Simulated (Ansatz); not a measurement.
# FeCo: single-point calculation (part 4 of 4)

The same run, continued: FeCo (Pm-3m, 2 atoms in the cell); DFT, r2SCAN, plane waves, PAW, Ueff = 8 eV on Fe d (Ansatz 0.2.0); cutoff 500 eV, 12×12×12 k-mesh, Gaussian smearing of 0.05 eV, collinear spins. The structure derives from an entry of the Crystallography Open Database. The run did not end well.

Geometry of the input (Å; fractional positions):
```
2.8379  0.0000  0.0000
0.0000  2.8379  0.0000
0.0000  0.0000  2.8379
Fe 0.5000  0.5000  0.5000
Co 0.0000  0.0000  0.0000
```

**Log, continued**
```
SCF iter  93: F=—  HF=-9618.522517 eV  |F-HF|=—  |Δ(HF+E_count)|=   3.44e-2  Δρ=4.17e-2 (↑4.17e-2 ↓3.81e-2)  dr2=4.61e-1  dr2_τ=4.15e-3  dr2_m=2.23e-1  M=4.407 μB ∫|m|=4.912 μB  β_m=1.20  ethr=2.49e-5  ⟨swp⟩=1.9  Hψ=4636  notcnv=0  defer=169  κ⁻¹=9.1e-9(r=8)
SCF iter  94: F=—  HF=-9618.499718 eV  |F-HF|=—  |Δ(HF+E_count)|=   2.28e-2  Δρ=4.50e-2 (↑4.50e-2 ↓4.17e-2)  dr2=5.49e-1  dr2_τ=4.88e-3  dr2_m=2.61e-1  M=4.411 μB ∫|m|=4.930 μB  β_m=1.20  ethr=2.49e-5  ⟨swp⟩=1.2  Hψ=3823  notcnv=0  defer=169  κ⁻¹=8.3e-9(r=8)
SCF iter  95: F=—  HF=-9618.589765 eV  |F-HF|=—  |Δ(HF+E_count)|=   9.00e-2  Δρ=3.30e-2 (↑3.30e-2 ↓2.91e-2)  dr2=2.85e-1  dr2_τ=2.53e-3  dr2_m=1.34e-1  M=4.376 μB ∫|m|=4.840 μB  β_m=1.20  ethr=2.49e-5  ⟨swp⟩=2.1  Hψ=6479  notcnv=0  defer=171  κ⁻¹=8.3e-8(r=8)
SCF iter  96: F=—  HF=-9618.583037 eV  |F-HF|=—  |Δ(HF+E_count)|=   6.73e-3  Δρ=3.36e-2 (↑3.36e-2 ↓2.92e-2)  dr2=2.78e-1  dr2_τ=2.59e-3  dr2_m=1.40e-1  M=4.384 μB ∫|m|=4.852 μB  β_m=1.20  ethr=2.49e-5  ⟨swp⟩=1.0  Hψ=5044  notcnv=0  defer=171  κ⁻¹=1.1e-7(r=8)
SCF iter  97: F=—  HF=-9618.570579 eV  |F-HF|=—  |Δ(HF+E_count)|=   1.25e-2  Δρ=3.48e-2 (↑3.48e-2 ↓3.05e-2)  dr2=2.92e-1  dr2_τ=2.83e-3  dr2_m=1.54e-1  M=4.397 μB ∫|m|=4.871 μB  β_m=1.20  ethr=2.49e-5  ⟨swp⟩=1.0  Hψ=3685  notcnv=0  defer=171  κ⁻¹=3.4e-7(r=8)
SCF iter  98: F=—  HF=-9618.899620 eV  |F-HF|=—  |Δ(HF+E_count)|=   3.29e-1  Δρ=6.40e-2 (↑6.40e-2 ↓5.87e-2)  dr2=9.27e-1  dr2_τ=9.45e-3  dr2_m=5.65e-1  M=3.254 μB ∫|m|=3.587 μB  β_m=1.20  ethr=2.49e-5  ⟨swp⟩=1.2  Hψ=13623  notcnv=0  κ⁻¹=4.6e-8(r=8)
SCF iter  99: F=—  HF=-9618.595243 eV  |F-HF|=—  |Δ(HF+E_count)|=   3.04e-1  Δρ=3.32e-2 (↑3.32e-2 ↓3.05e-2)  dr2=3.51e-1  dr2_τ=2.79e-3  dr2_m=1.27e-1  M=4.367 μB ∫|m|=4.830 μB  β_m=1.20  ethr=2.49e-5  ⟨swp⟩=1.2  Hψ=13850  notcnv=0  κ⁻¹=4.2e-8(r=8)
SCF iter 100: F=—  HF=-9618.493705 eV  |F-HF|=—  |Δ(HF+E_count)|=   1.02e-1  Δρ=4.44e-2 (↑4.44e-2 ↓4.29e-2)  dr2=5.21e-1  dr2_τ=5.33e-3  dr2_m=2.72e-1  M=4.412 μB ∫|m|=4.932 μB  β_m=1.20  ethr=2.49e-5  ⟨swp⟩=1.1  Hψ=11464  notcnv=0  κ⁻¹=2.9e-7(r=8)
SCF iter 101: F=—  HF=-9618.613356 eV  |F-HF|=—  |Δ(HF+E_count)|=   1.20e-1  Δρ=2.90e-2 (↑2.90e-2 ↓2.66e-2)  dr2=1.97e-1  dr2_τ=2.07e-3  dr2_m=1.14e-1  M=4.351 μB ∫|m|=4.803 μB  ethr=3.03e-6  ⟨swp⟩=1.2  Hψ=12767  notcnv=0
Mixer restart at iter 101: flushing history
iteration 101: the SCF's residuals had fallen too slowly under its mixing. It goes on by minimising its free energy, and can end on another state than longer mixing would; under `scf.algorithm: density_mixing` no SCF does so, but by `scf.convergence.dm_fallback`
SCF iter 102: F=—  HF=-9618.795518 eV  |F-HF|=—  |Δ(HF+E_count)|=   1.82e-1  Δρ=5.06e-2 (↑3.64e-2 ↓5.06e-2)  dr2=7.20e-1  dr2_τ=4.31e-3  dr2_m=2.12e-1  M=3.819 μB ∫|m|=4.174 μB  ethr=3.03e-6  ⟨swp⟩=4.7  Hψ=32354  notcnv=0
SCF iter 103: F=—  HF=-9619.882024 eV  |F-HF|=—  |Δ(HF+E_count)|=    1.09e0  Δρ=2.50e-2 (↑2.41e-2 ↓2.50e-2)  dr2=2.21e-2  dr2_τ=1.20e-3  dr2_m=1.15e-1  M=1.874 μB ∫|m|=2.541 μB  ethr=3.03e-6  ⟨swp⟩=5.7  Hψ=30641  notcnv=0
SCF iter 104: F=—  HF=-9620.130974 eV  |F-HF|=—  |Δ(HF+E_count)|=   2.49e-1  Δρ=5.28e-2 (↑3.72e-2 ↓5.28e-2)  dr2=7.39e-1  dr2_τ=5.22e-3  dr2_m=2.47e-1  M=0.648 μB ∫|m|=1.879 μB  ethr=3.03e-6  ⟨swp⟩=5.8  Hψ=28141  notcnv=0
SCF iter 105: F=—  HF=-9621.478375 eV  |F-HF|=—  |Δ(HF+E_count)|=    1.35e0  Δρ=2.48e-1 (↑2.48e-1 ↓6.12e-2)  dr2=1.83e1  dr2_τ=8.06e-2  dr2_m=1.96e0  M=-0.277 μB ∫|m|=2.497 μB  ethr=3.03e-6  ⟨swp⟩=6.3  Hψ=30955  notcnv=0
SCF iter 106: F=—  HF=-9620.748130 eV  |F-HF|=—  |Δ(HF+E_count)|=   7.30e-1  Δρ=2.47e-2 (↑1.49e-2 ↓2.47e-2)  dr2=1.40e-2  dr2_τ=8.14e-4  dr2_m=8.10e-2  M=-0.899 μB ∫|m|=2.622 μB  ethr=3.03e-6  ⟨swp⟩=6.7  Hψ=30443  notcnv=0
SCF iter 107: F=—  HF=-9620.794035 eV  |F-HF|=—  |Δ(HF+E_count)|=   4.59e-2  Δρ=3.97e-3 (↑3.97e-3 ↓1.10e-3)  dr2=5.31e-3  dr2_τ=2.51e-5  dr2_m=4.60e-4  M=-0.945 μB ∫|m|=2.874 μB  ethr=3.03e-6  ⟨swp⟩=5.4  Hψ=24579  notcnv=0
SCF iter 108: F=—  HF=-9620.793745 eV  |F-HF|=—  |Δ(HF+E_count)|=   2.89e-4  Δρ=6.36e-4 (↑6.36e-4 ↓4.05e-4)  dr2=1.33e-4  dr2_τ=4.65e-7  dr2_m=7.58e-6  M=-0.937 μB ∫|m|=2.880 μB  ethr=3.03e-6  ⟨swp⟩=4.0  Hψ=21748  notcnv=0
SCF iter 109: F=—  HF=-9620.793711 eV  |F-HF|=—  |Δ(HF+E_count)|=   3.42e-5  Δρ=9.15e-5 (↑5.65e-5 ↓9.15e-5)  dr2=2.45e-6  dr2_τ=2.49e-8  dr2_m=2.40e-7  M=-0.938 μB ∫|m|=2.880 μB  ethr=4.04e-7  ⟨swp⟩=3.1  Hψ=19146  notcnv=0
```

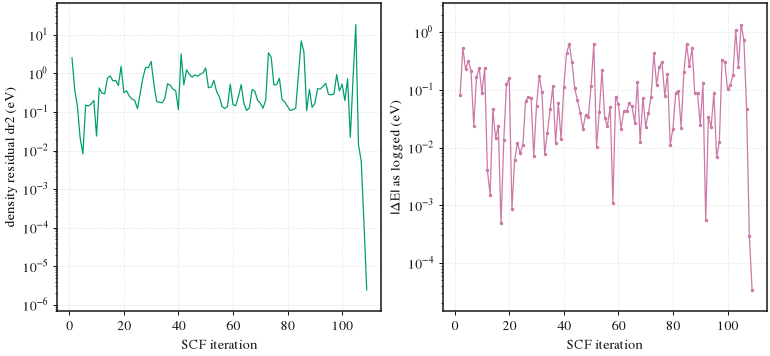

*Convergence of the self-consistent field: density residual dr2 and size of the energy change against the SCF iteration.*

The run ended after 109 iterations.

```
Error: SIGTERM received: cancelled by the caller after 109 completed SCF iterations
```

**Outcome**

| quantity | value |
| --- | --- |
| outcome | stopped at the time limit |
| space group (tolerance 0.01 Å) | Pm-3m (221) |
| wall time | 61 s (CPU time 3.9 min) |
| peak memory | 0.65 GiB |

**Diagnosis**

Settings chosen away from the usual ones: scf.mixing.preconditioner = "kerker_dos", hamiltonian.hubbard = {"sites": [{"species": "Fe", "l": "d", "u_eff": 8.0}], "double_counting": "amf"}. The run was cut off by its time limit, so the output is incomplete. Notes on the run: cancelled by the caller after 109 completed SCF iterations.
